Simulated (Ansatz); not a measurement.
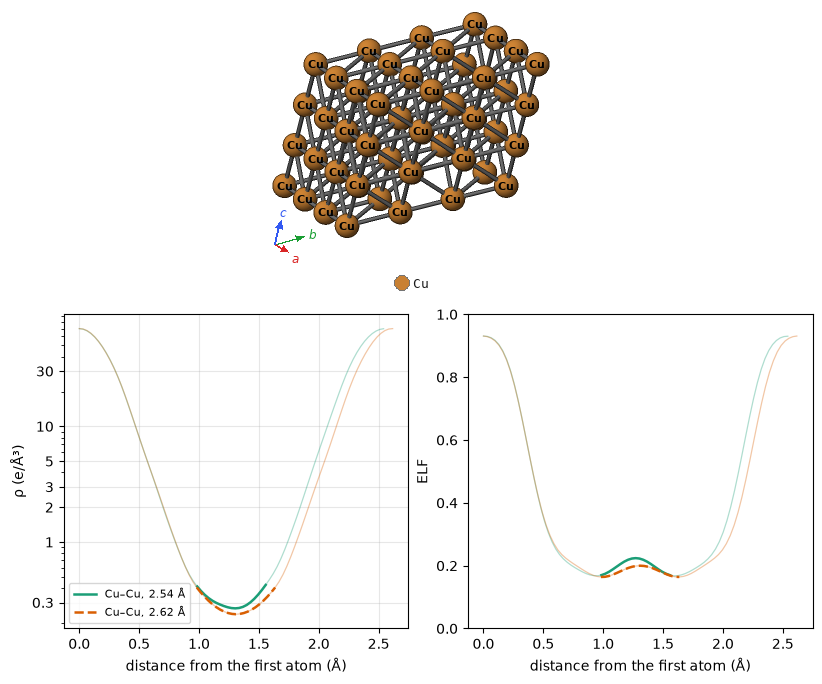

*Cu (cell with a defect). Valence pseudo-density and electron localisation function along straight lines between neighbouring atoms. Thin, pale parts lie inside the atomic spheres. The structure is drawn too.*

Computed without spin polarisation.

Method: Ansatz 0.2.0, DFT PBE, scalar-relativistic, plane waves, PAW.

Core electrons are frozen (PAW), and the valence fields are smoothed inside the atomic spheres.

Question: Compare the contacts.

Answer: Cu–Cu (2.54 Å): ρ is about 0.27 e/Å³ halfway; the ELF is about 0.20 at the midpoint; no localised pair shows between them.
Cu–Cu (2.62 Å): ρ at the midpoint is about 0.24 e/Å³; the ELF is about 0.20 at the midpoint; no localised pair shows between them.
